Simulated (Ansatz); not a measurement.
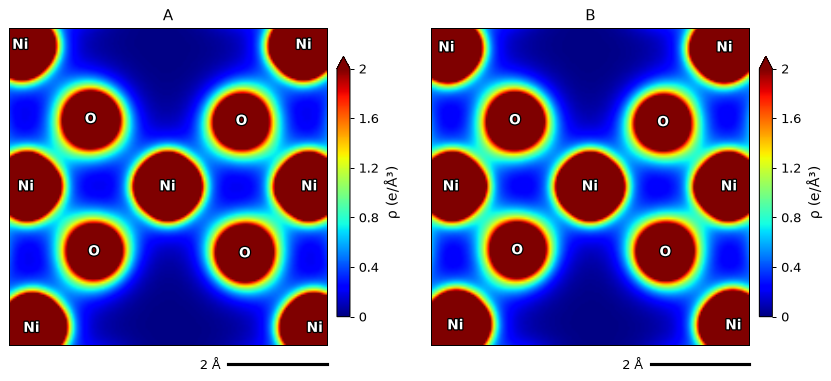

Ni3O4. The valence pseudo-density of two cells that differ in size and shape, on the (111) plane of each (indices in the axes of the calculation cell), at one length scale and on one colour scale: A has 9.8 Å³ an atom and B 9.2.

Space group Cmmm; a structure from a database of computed crystals, not necessarily the ambient phase; computed without spin polarisation.

Method: DFT PBEsol, scalar-relativistic, plane waves, PAW (Ansatz).

Core electrons are frozen (PAW), and the valence fields are smoothed inside the atomic spheres.

Question: What does the compression do to the bonding and the properties?

Answer: From the larger cell to the smaller, Ni–O goes from 1.89 to 1.86 Å, and the density at its midpoint from 0.78 to 0.84 e/Å³; the pressure goes from −9 to 3.6 GPa.
